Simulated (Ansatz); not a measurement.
# Single-point calculation of Si

System: Si (I4₁/amd, 2 atoms in the cell).
Method: DFT PBE, scalar-relativistic, plane waves, PAW, no spin polarisation (Ansatz 0.2.0).

The structure derives from an entry of the Crystallography Open Database. It belongs to a series of runs on one base structure; here: ratio of the length along z to the lengths across it x 0.85, volume and fractional coordinates fixed. Figures and captions count atoms from 1; the log counts them from 0 in places.

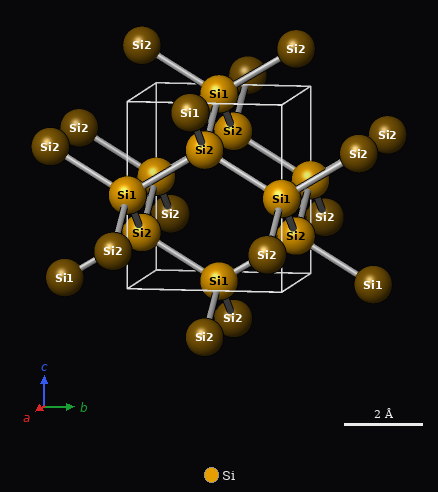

The input geometry (ball-and-stick view of the cell 2 times as large as that of the calculation, set on its symmetry axes, seen slightly off an axis; neighbours outside the cell are drawn fainter; atoms are numbered from 1 in the order of the input). An atom can appear more than once, as a periodic image. Near neighbours in the periodic cell (some may lie outside the picture): Si has 4 Si at 2.36 Å.

Input:
```yaml
crystal:
  lattice:
    - [0.0, 2.8666325898, 2.4366377013]
    - [2.8666325898, 0.0, 2.4366377013]
    - [2.8666325898, 2.8666325898, 0.0]
  atoms:
    - { symbol: Si, position: [0.5, 0.5, 0.5] }
    - { symbol: Si, position: [0.75, 0.75, 0.75] }
basis:
  ecutwfc: 420
kpoints:
  mp_grid: { grid: [10, 10, 10] }
hamiltonian:
  xc: pbe
scf:
  occupations: { method: gaussian, width: 0.05 }
output:
  forces: true
  stress: true
  eigenvalues: true
  write_density: true
  write_potential: true
  elf: true
  volumetric_format: npy
```

Hardware: 1 thread of Intel Xeon (Granite Rapids), 32 GiB of memory available, shared host.

Launch command:
```bash
ansatz run input.yaml --threads 1 --pin off --max-ram 2560MiB --backend cpu --events-out ev --progress --plain --runs-dir out
```

The program's output:
```
Engine: ansatz 0.2.0, x86_64-unknown-linux-gnu
Pseudopotentials: kind: paw
Pseudopotential: Si, paw, valence charge 4, recommended cutoff 420 eV (normal), Si.paw.azcp
Functional definition: PBE
  parameter kappa = 0.804
  parameter beta = 0.06672455060314922
  exchange = pbe_x(kappa = kappa, mu = beta*pi^2/3)
  correlation = pbe_c(beta = beta)
Crystal: 2 atoms, lattice volume = 40.047 Å³
Basis set: ecut = 420 eV, 789 PW (Γ), exchange–correlation on 54×54×60 points (8 copies of the dense FFT grid, shifted against one another)
Bands: 8, of which v1, the nominal top of the filled ones, is band 4 counted from 1 (3 counted from 0)
Symmetry: 16 space group operations
Space group: I41/amd (ITA 141), of the structure as read, at distance tolerance 3.4e-5 Å
k-points: 102 of 1000
Non-local potential: Si, projectors of the file, l = 0: 2, l = 1: 2, l = 2: 2
PAW form: soft (Blöchl's): semilocal exchange-correlation on the pseudo side does not see the compensation charge
PAW one-centre angular grid: Si, 110 points (default); XC on 64 Gauss nodes
Initial density: superposition of atomic densities (neutral atoms: chi_scale 0, normalization atom), corrected by the library's trained network
Initial wavefunctions: pseudopotential atomic-orbital guess
Functional: x = pbe(κ = 0.804, μ = 0.2195149727645171), c = pbe(β = 0.06672455060314922)
SCF iter   1: F=—  HF=-1271.448573 eV  |F-HF|=—  |Δ(HF+E_count)|=         —  Δρ=1.23e-3  dr2=3.56e-4  ethr=1.77e-3  ⟨swp⟩=6.0  Hψ=7321  notcnv=0
preconditioner: auto → none  [insulator: Δε(μ)=0.059 eV  Ē_g=9.383 eV  σ=0.050 eV  W_gap=0.57  n_scr=8 (ndim 8)  ℏωp=16.6 eV  f_vac=0.000  D(μ)=0.30/eV (n_scr^D=0)  ε∞_Penn≈4.1]
SCF iter   2: F=—  HF=-1271.448973 eV  |F-HF|=—  |Δ(HF+E_count)|=   4.00e-4  Δρ=5.84e-4  dr2=8.35e-5  ethr=4.45e-6  ⟨swp⟩=2.2  Hψ=1994  notcnv=0
SCF iter   3: F=—  HF=-1271.449050 eV  |F-HF|=—  |Δ(HF+E_count)|=   7.70e-5  Δρ=9.15e-5  dr2=2.78e-6  ethr=1.04e-6  ⟨swp⟩=2.7  Hψ=1234  notcnv=0
SCF iter   4: F=—  HF=-1271.449050 eV  |F-HF|=—  |Δ(HF+E_count)|=   9.14e-8  Δρ=4.14e-5  dr2=5.06e-7  ethr=3.47e-8  ⟨swp⟩=1.0  Hψ=819  notcnv=0
iter 5 did not close the SCF: its close was put off for the readings that it lacked (scf_convergence_deferred on its scf_iter line)
SCF iter   5: F=-1271.449050 eV  HF=-1271.449050 eV  |F-HF|=5.88e-9  |Δ(HF+E_count)|=   1.71e-7  Δρ=2.63e-6  dr2=1.77e-9  ethr=6.32e-9  ⟨swp⟩=2.6  Hψ=1210  notcnv=0
SCF iter   6: F=-1271.449050 eV  HF=-1271.449050 eV  |F-HF|=1.43e-11  |Δ(HF+E_count)|=   7.02e-9  Δρ=4.32e-7  dr2=6.17e-11  ethr=2.21e-11  ⟨swp⟩=4.9  Hψ=3899  notcnv=0
SCF 1 converged in 6 iterations: F = -1271.449050 eV  dr2 = 6.17e-11
  greatest PAW one-centre occupation: 0.636 electrons in one spin orbital (limit 2), on the Si atom at site 1 (counted from 0), in its partial waves of l = 0
```

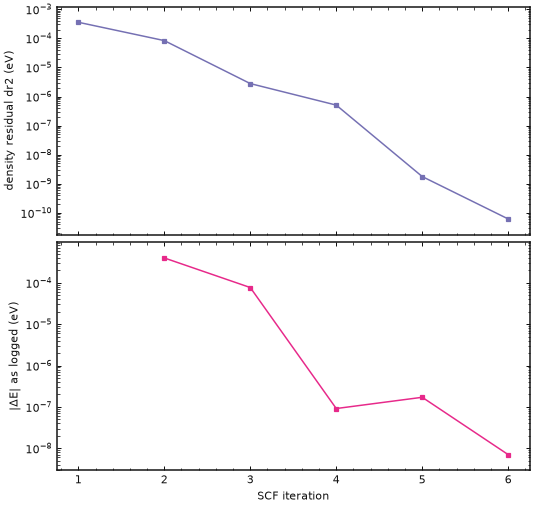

Convergence of the self-consistent field: density residual dr2 and size of the energy change against the SCF iteration. The residual falls at every step.

```
SCF converged after 6 iterations
Free energy (F): -1271.449050 eV
Harris-Foulkes:  -1271.449050 eV  (|F-HF|=1.43e-11)
Internal energy: -1271.448676 eV  (E = F + TS)
E sigma→0 (E₀):  -1271.448863 eV
Entropy (-TS):   -0.000374 eV (-0.187 meV/atom)
Fermi energy:    6.315518 eV
--- Per-component energies (eV) ---
  E_band       = 9.655187
  E_kinetic    = 80.365361
  E_local      = -52.633716  (includes V_loc(G=0)·N_el)
  E_nonlocal   = 51.831066
  E_hartree    = 14.130246
  E_xc         = -110.215291
  E_vxc        = -93.276640  (∫ρ·V_xc dr)
  E_paw        = -1025.499252  (= ΣΔE_a)
  E_vpaw       = -4.891344  (= ΣTr[D̂ρ^β])
  E_aug_tail   = 0.000012  (compensation charges beyond the density's cutoff)
  E_ewald      = -229.427102
  E_smearing   = -0.000374  (= −TS)
  E_closure    = 0.000000  (closes the sum)
  Σ components = -1271.449050   (vs F -1271.449050, Δ=0.00e0)
--- Forces (eV/Å), atoms counted from 1 ---
  atom   1  Si     0.00000000    -0.00000000     0.00000000
  atom   2  Si     0.00000000    -0.00000000     0.00000000
  max |Σ_I F_I| component: 3.47e-18 eV/Å
--- Stress (GPa, compression-positive) ---
       -2.570733       0.000000       0.000000
        0.000000      -2.570733       0.000000
        0.000000       0.000000       7.672503
  P = ⅓ Tr σ = 0.8437 GPa (8.437 kbar)
--- Band table (eV; the first three rows and the last of 102) ---
  k-point 0: bands = ["-5.7075", "5.9458", "5.9458", "6.9090", "8.5308", "9.1509", "9.1509", "9.3495"]
  k-point 1: bands = ["-5.5748", "5.0416", "5.7038", "6.5146", "8.5245", "9.2634", "9.3848", "10.3975"]
  k-point 2: bands = ["-5.1829", "3.2570", "5.2220", "6.1606", "8.1214", "9.5767", "9.7941", "12.1524"]
  k-point 101: bands = ["-0.9327", "-0.9327", "2.6541", "2.6541", "6.1822", "6.1822", "16.0978", "16.0978"]
```

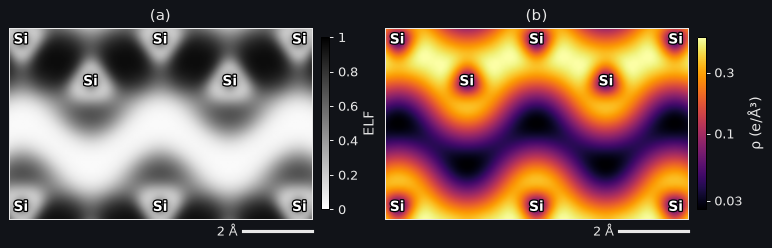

(a) ELF; (b) valence electron density on the (010) plane of the conventional cell. Atoms in the plane: Si. Away from the nuclei the density in this plane falls to 0.03 e/Å³ at its lowest. In a PAW calculation such maps are meaningful between the atoms, not at the nuclei.

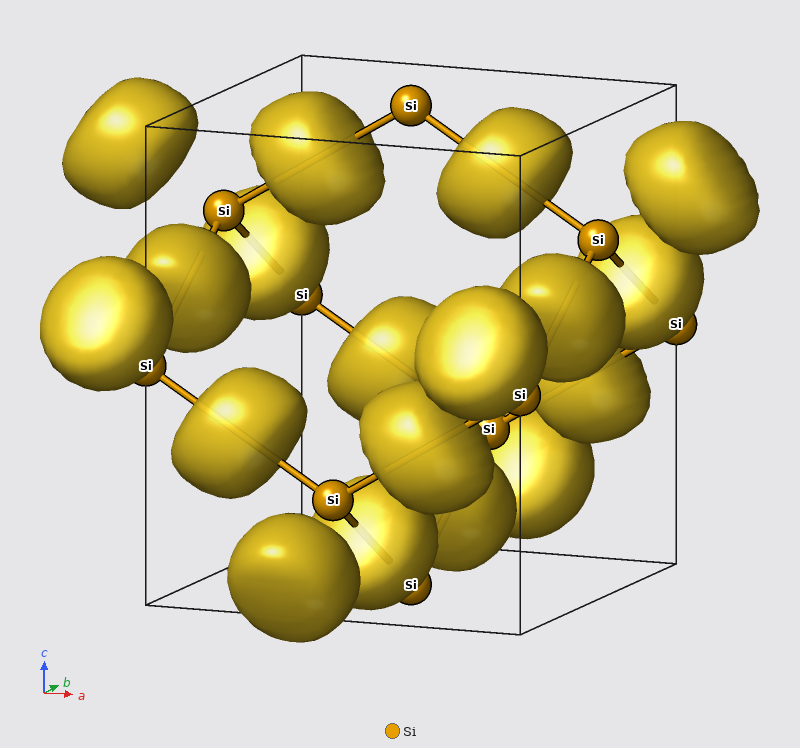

Isosurface of the electron localisation function at 0.8 (yellow), seen slightly off an axis. Core shells and regions of very low density are left out. Sticks mark near contacts. The outline is the cell set on symmetry axes. Along the contacts the grid gives the following. Si–Si (2.36 Å): the ELF peaks at about 0.95 between the atoms, which marks localised, shared-pair bonding.

Results in brief:

| quantity | value |
| --- | --- |
| outcome | converged |
| space group (tolerance 0.01 Å) | I4₁/amd (141) |
| electrons treated | 8 |
| free energy | −1271.4491 eV |
| Fermi energy | 6.316 eV |
| gap on the k-point mesh | none (metallic) |
| pressure | 0.84 GPa |
| largest force (length of the vector) | under 0.001 eV/Å |
| wall time | 1.4 s |
| peak memory | 0.37 GiB |
